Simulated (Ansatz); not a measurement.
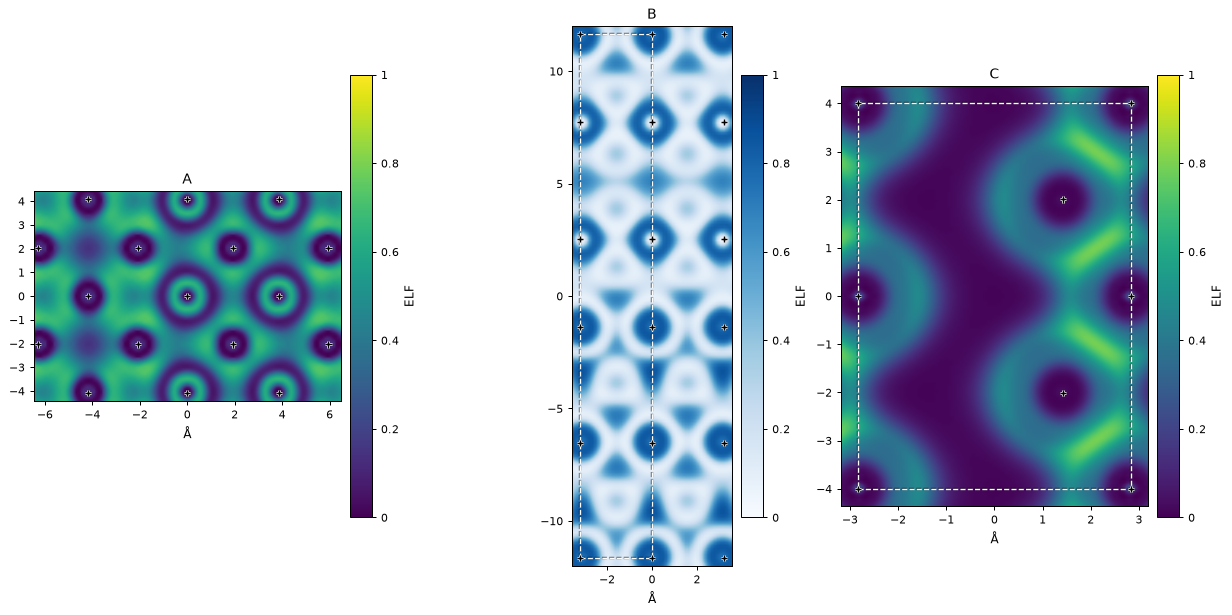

The electron localisation function of 3 systems, each on a plane through atoms (crosses mark nuclei in the plane).

All numbers below come from DFT r2SCAN, scalar-relativistic, plane waves, PAW (Ansatz).

System 1: Ge, the (011) plane of the conventional cell. Space group Fd-3m; a structure from a database of computed crystals, not necessarily the ambient phase.

```yaml
crystal:
  lattice:
    - [5.67485, 0.00000, 0.00000]
    - [0.00000, 5.67485, 0.00000]
    - [0.00000, 0.00000, 5.67485]
  atoms:
    - { symbol: Ge, position: [0.00000, 0.00000, 0.00000] }
    - { symbol: Ge, position: [0.50000, 0.50000, 0.00000] }
    - { symbol: Ge, position: [0.50000, 0.00000, 0.50000] }
    - { symbol: Ge, position: [0.00000, 0.50000, 0.50000] }
    - { symbol: Ge, position: [0.25000, 0.25000, 0.25000] }
    - { symbol: Ge, position: [0.75000, 0.75000, 0.25000] }
    - { symbol: Ge, position: [0.75000, 0.25000, 0.75000] }
    - { symbol: Ge, position: [0.25000, 0.75000, 0.75000] }
```

System 2: TiAl₂, the (100) plane of the conventional cell. Space group Cmmm; changed on purpose from its base cell (uniaxial strain along a, b, c and atoms relaxed: -6.0 %); computed pressure about 4 GPa in this cell; computed without spin polarisation.

```yaml
crystal:
  lattice:
    - [3.67855, 0.00000, 0.00000]
    - [0.00000, 12.24359, 0.00000]
    - [0.00000, 0.00000, 4.07749]
  atoms:
    - { symbol: Ti, position: [0.50000, 0.84228, 0.00000] }
    - { symbol: Ti, position: [0.00000, 0.65772, 0.00000] }
    - { symbol: Ti, position: [0.00000, 0.34228, 0.00000] }
    - { symbol: Ti, position: [0.50000, 0.15772, 0.00000] }
    - { symbol: Al, position: [0.00000, 0.00000, 0.00000] }
    - { symbol: Al, position: [0.50000, 0.67171, 0.50000] }
    - { symbol: Al, position: [0.00000, 0.82829, 0.50000] }
    - { symbol: Al, position: [0.50000, 0.00000, 0.50000] }
    - { symbol: Al, position: [0.50000, 0.50000, 0.00000] }
    - { symbol: Al, position: [0.00000, 0.17171, 0.50000] }
    - { symbol: Al, position: [0.50000, 0.32829, 0.50000] }
    - { symbol: Al, position: [0.00000, 0.50000, 0.50000] }
```

System 3: Hf₃N₂, the (010) plane of the conventional cell. Space group R-3m; a structure from a database of computed crystals, not necessarily the ambient phase.

```
Hf N
1.0
     3.20880    0.00000    0.00000
    -1.60440    2.77890    0.00000
     0.00000    0.00000   23.31457
Hf N
9 6
Cartesian
  1.6044 0.9263 2.6338
  0.0000 1.8526 10.4055
  0.0000 0.0000 18.1770
  0.0000 0.0000 5.1376
  1.6044 0.9263 12.9090
  0.0000 1.8526 20.6807
  0.0000 0.0000 0.0000
  1.6044 0.9263 7.7714
  0.0000 1.8526 15.5431
  0.0000 1.8526 6.4992
  0.0000 0.0000 14.2706
  1.6044 0.9263 22.0421
  0.0000 1.8526 1.2725
  0.0000 0.0000 9.0440
  1.6044 0.9263 16.8154
```

Question: Match each panel to its system.

Answer: Panel A is system 2, TiAl₂: the plane holds Ti and Al. Panel B is system 3, Hf₃N₂: the plane holds Hf and N. Panel C is system 1, Ge: the plane holds Ge. Ge–Ge (2.46 Å): the ELF peaks at about 0.80 between the atoms: a shared electron pair.
